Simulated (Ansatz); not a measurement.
System: Cd.

```yaml
crystal:
  lattice:
    - [-0.37458, -0.37458, 3.17198]
    - [-4.75327, 4.75327, 0.00000]
    - [-3.57251, -3.57251, -0.89995]
  atoms:
    - { symbol: Cd, position: [0.00000, 0.33751, 0.75000] }
    - { symbol: Cd, position: [0.50000, 0.83751, 0.75000] }
    - { symbol: Cd, position: [0.00000, 0.66249, 0.25000] }
    - { symbol: Cd, position: [0.50000, 0.16249, 0.25000] }
```

Space group C2/c; set up as Cd, beta-Sn type; a generated structure, not necessarily the stable one; changed on purpose from its base cell (volume × 1.12); computed pressure about −2 GPa in this cell.

Computed with DFT, RPBE, plane waves (420 eV) with PAW, scalar-relativistic in Ansatz 0.2.0.

What will maps of the valence pseudo-density and electron localisation function show?

Cd–Cd (3.22 Å): the density is about 0.13 e/Å³ at the midpoint; the ELF is about 0.20 at the midpoint (no localised pair shows between them).

Does the calculation give a band gap?

It is gapless in this calculation (a metal or semimetal).

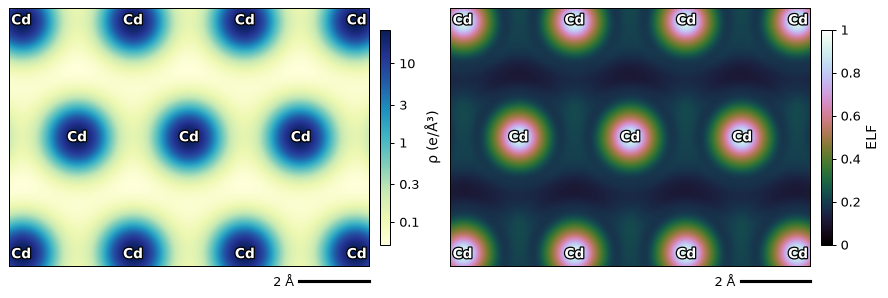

Computed valence pseudo-density and electron localisation function on the (001) plane of the conventional cell, in this order. 

The density is the valence pseudo-density of a PAW calculation; it isn't the true density close to the nuclei.
